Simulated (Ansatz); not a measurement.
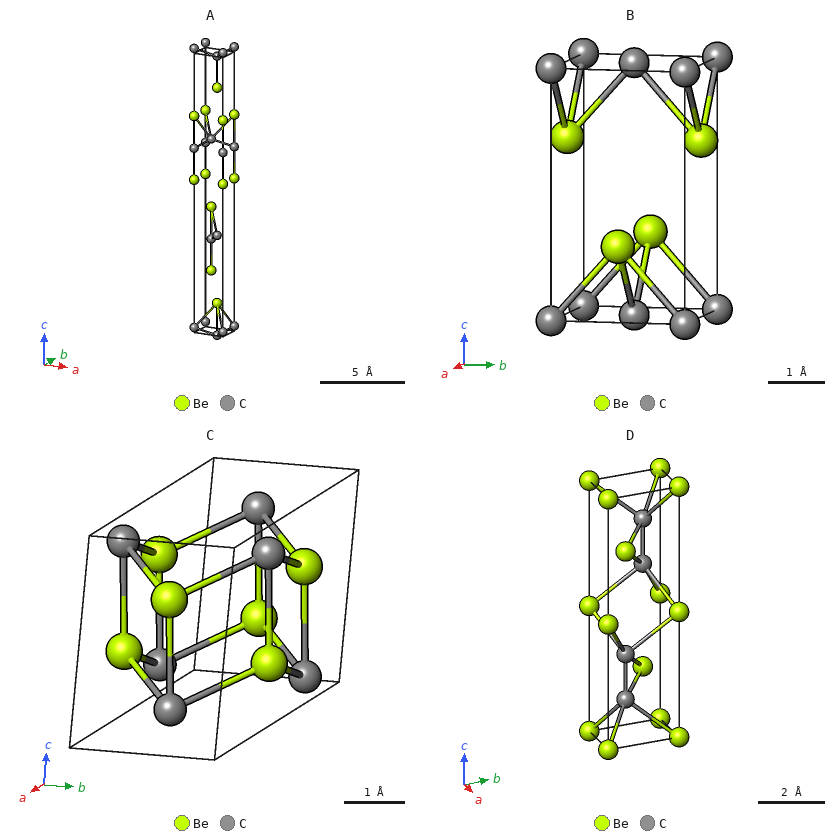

Four structures of BeC, each relaxed to rest (conventional cells in solid outline, small ones repeated, each panel with its own scale). Method: Ansatz 0.2.0, DFT PBE, scalar-relativistic, plane waves, PAW, without spin polarisation.

Question: Name the structure in each panel.

Answer: A: 12 atoms a cell on a rhombohedral (trigonal R) lattice, R3m; B: 4 atoms a cell on a primitive tetragonal lattice, P4/nmm; C: 8 atoms a cell on a base-centred monoclinic lattice, C2/m; D: 8 atoms a cell on a primitive hexagonal lattice, P6_3/mmc.

Question: Rank them by energy, lowest first.

Answer: C, then D (+55 meV/atom), A (+117 meV/atom) and B (+773 meV/atom), energies at zero smearing.

Question: Collect the results in a table.

Answer:
| panel | structure | E − E(lowest) (meV/atom) | volume (Å³/atom) | gap (eV) |
| --- | --- | --- | --- | --- |
| C | C2/m | 0 | 6.7 | metal |
| D | P6_3/mmc | 55 | 7.1 | metal |
| A | R3m | 117 | 7.5 | metal |
| B | P4/nmm | 773 | 7.2 | metal |

Some of these may be structure types tried for this composition rather than known phases, and the most stable form need not be among them. Gaps are taken on the k-mesh or band path of each run.
